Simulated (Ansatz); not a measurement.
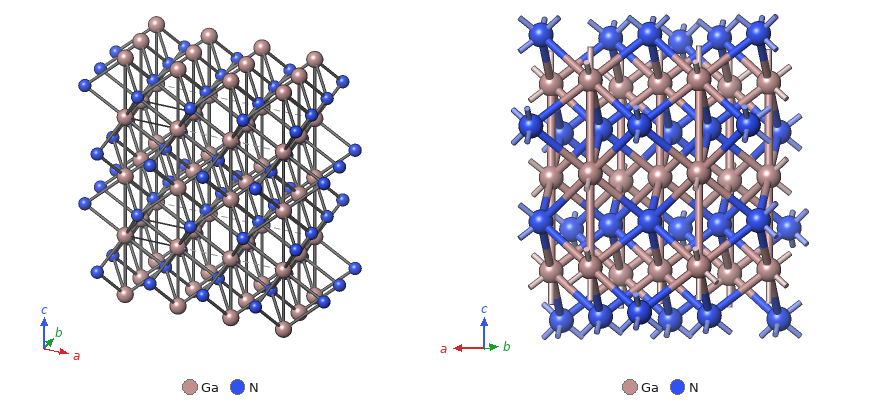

Left: the structure. Right: its underlying net. Nodes are coloured by element. Edges to nodes outside the piece are drawn as stubs.

The compound is GaN (space group P6_3/mmc, No. 194), taken as coordinates from a relaxation with Ansatz 0.2.0, DFT, PBEsol, plane waves, PAW; the starting structure was generated, so it need not be a known form of this composition.

Bonds are taken as Ga–Ga below 2.7 Å and Ga–N below 2.4 Å. Atoms with one bond or none are removed and atoms with two bonds are replaced by edges, until no such atom is left.

The result is a binodal (6,8)-connected, three-periodic net: N is a 6-connected node; Ga is an 8-connected node, in the ratio 1:1. It is a single net, without interpenetration.

```csv
node,links,point symbol,coordination sequence
N,6,3^3.4^6.5^6,6 24 56 96 152 216 296 384 488 600
Ga,8,3^6.4^12.5^6.6^4,8 26 56 98 152 218 296 386 488 602
```
